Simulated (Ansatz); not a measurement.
# Which functional for work functions? 14 faces: 4d metals

Five functionals are run on the same slabs. Which comes nearest to measured work functions, is its error a steady shift or a scatter, and what does it cost?

Measured values are compiled ones, as quoted in “Anisotropic work function of elemental crystals” (2019, arxiv:1902.07811).

How it was computed: Ansatz 0.2.0, plane waves with PAW datasets (its set soft_2) at their recommended cutoffs; symmetric slabs of 7 layers (11 for bcc (111)) cut at the tabulated experimental lattice constant, atoms at bulk places, 18 Å of vacuum, k-spacing 0.16 Å⁻¹ (2π included), Fermi-Dirac smearing of 0.1 eV, SCF threshold 1e-9 eV; spin-polarised where the metal is Fe, Co or Ni. The work function is the vacuum level less the Fermi level; differences are formed before rounding. CPU times are from shared hosts of several kinds.

Results:

| face | measured (eV) | LDA error (eV) | PBEsol error (eV) | r2SCAN error (eV) | PBE error (eV) | RPBE error (eV) |
| --- | --- | --- | --- | --- | --- | --- |
| Nb(100) | 3.97 | +0.01 | −0.16 | −0.26 | −0.25 | −0.40 |
| Nb(110) | 4.63 | +0.16 | +0.01 | −0.01 | −0.09 | −0.22 |
| Nb(111) | 4.08 | −0.39 | −0.59 | −0.72 | −0.67 | −0.82 |
| Mo(110) | 4.95 | +0.01 | −0.18 | −0.25 | −0.29 | −0.44 |
| Mo(111) | 4.52 | −0.51 | −0.73 | −0.83 | −0.81 | −0.97 |
| Rh(100) | 5.3 | +0.14 | −0.12 | −0.24 | −0.25 | −0.43 |
| Rh(110) | 4.86 | +0.20 | −0.07 | −0.20 | −0.18 | −0.36 |
| Rh(111) | 5.46 | +0.10 | −0.16 | −0.30 | −0.29 | −0.47 |
| Pd(100) | 5.48 | +0.02 | −0.27 | −0.40 | −0.39 | −0.59 |
| Pd(110) | 5.07 | +0.17 | −0.13 | −0.24 | −0.23 | −0.42 |
| Pd(111) | 5.67 | −0.03 | −0.31 | −0.45 | −0.45 | −0.64 |
| Ag(100) | 4.36 | +0.36 | +0.06 | −0.11 | −0.06 | −0.27 |
| Ag(110) | 4.1 | +0.44 | +0.14 | −0.05 | +0.02 | −0.18 |
| Ag(111) | 4.53 | +0.34 | +0.05 | −0.12 | −0.08 | −0.28 |
| mean error |  | +0.07 | −0.18 | −0.30 | −0.29 | −0.46 |
| mean absolute error |  | 0.21 | 0.21 | 0.30 | 0.29 | 0.46 |
| spread about the mean |  | 0.25 | 0.23 | 0.23 | 0.22 | 0.22 |
| mean absolute error, PBE's relaxation shift added |  | 0.18 | 0.18 | 0.26 | 0.26 | 0.43 |
| CPU time over PBE's (median, rounded) |  | 1 | 1 | 3 | 1 | 1 |

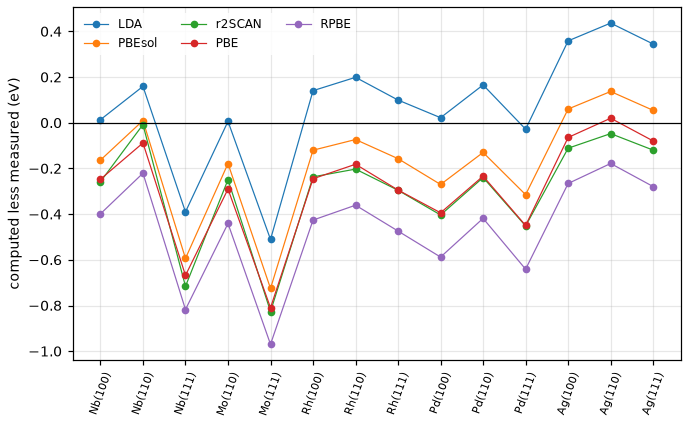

Errors by face.

**Reading.** LDA has the smallest mean absolute error, 0.21 eV, but PBEsol, r2SCAN and PBE are within 0.1 eV of it, which measured values of this quality can't tell apart. LDA's error is mostly scatter (mean +0.07, spread 0.25 eV), and its worst face is Mo(111), where relaxation alone moves PBE by +0.25 eV. Relaxation moves PBE's values by −0.13 to +0.37 eV; with that shift added to every functional (zero where a face has no relaxed run), the two smallest errors are 0.18 eV (LDA) and 0.18 eV (PBEsol). The mean errors run from −0.46 to +0.07 eV, while the spread about the mean stays between 0.22 and 0.25 eV: the functionals differ from each other mostly by a common shift. PBE is low on average by 0.29 eV. r2SCAN, at its higher cutoff, takes about 2.9 times PBE's time (median) for a mean absolute error of 0.30 eV against PBE's 0.29 eV.

**Limits.** Compiled measured values differ between sources by a tenth of an eV or more, which bounds what the ranking can tell. The slabs are unrelaxed and share the tabulated experimental lattice constant; faces that reconstruct, and Cr, whose antiferromagnetism these cells miss, and faces where a run is missing or in doubt, are left out. The table is a selection: not every member that was run is listed.
